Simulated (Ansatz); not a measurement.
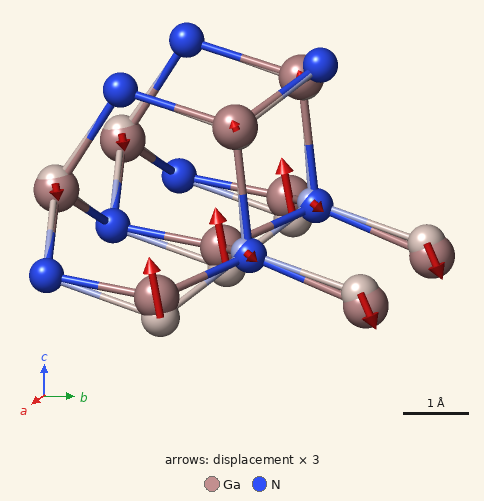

A relaxation of a slab of composition GaN (cut from the P6_3mc phase). The starting structure is drawn faded, the final one solid; red arrows show the displacements, magnified 3 times.

A ball-and-stick model of the atoms within 4.2 Å of the atom that moves most (axes of the 2 × 1 repeat of the cell, outlined in the plane, without the vacuum (origin shifted)), seen slightly off an axis.

Case: (2 0 1) slab, atoms relaxed. The slab is the (2 0 1) face of GaN.

Method: DFT PBEsol, scalar-relativistic, plane waves, PAW in Ansatz 0.2.0. (plane-wave cutoff 420 eV; k-point mesh 8 × 3 × 1; occupations gaussian; smearing width 0.05 eV; no spin polarisation; dipole correction; atoms relaxed in a fixed cell; force threshold 0.02 eV/Å; at most 60 steps)

> Atoms of which element are displaced furthest, and by how much?

Gallium: up to 0.33 Å, against 0.20 Å for nitrogen.

> What happened in the run?

The largest move relative to the layer's centre is that of a Ga atom, 0.33 Å at 11° to the normal (+c side). Largest moves by element: Ga 0.33 Å, N 0.20 Å. The cell doesn't change. Among the contacts that change: Ga–N 1.953 → 1.816 Å, Ga–N 1.946 → 2.057 Å, Ga–N 1.953 → 2.012 Å, Ga–N 1.946 → 1.891 Å. Bond angles that change, for instance: Ga–N–Ga 109.7° → 97.2°, N–Ga–N 109.2° → 119.5°, Ga–N–Ga 109.2° → 115.5°. The energy falls by 2.124 eV per cell of the calculation in 5 accepted moves (8 points after the start). The largest force component goes from 2.3 to 0.0069 eV/Å. The line search rejected the trial steps at points 4, 6 of the run. 1 step only repeated the SCF at the same geometry. The run took 10 min on 4 threads of Intel(R) Xeon(R) 6975P-C (Granite Rapids), on a shared host, peak memory 4.2 GiB.
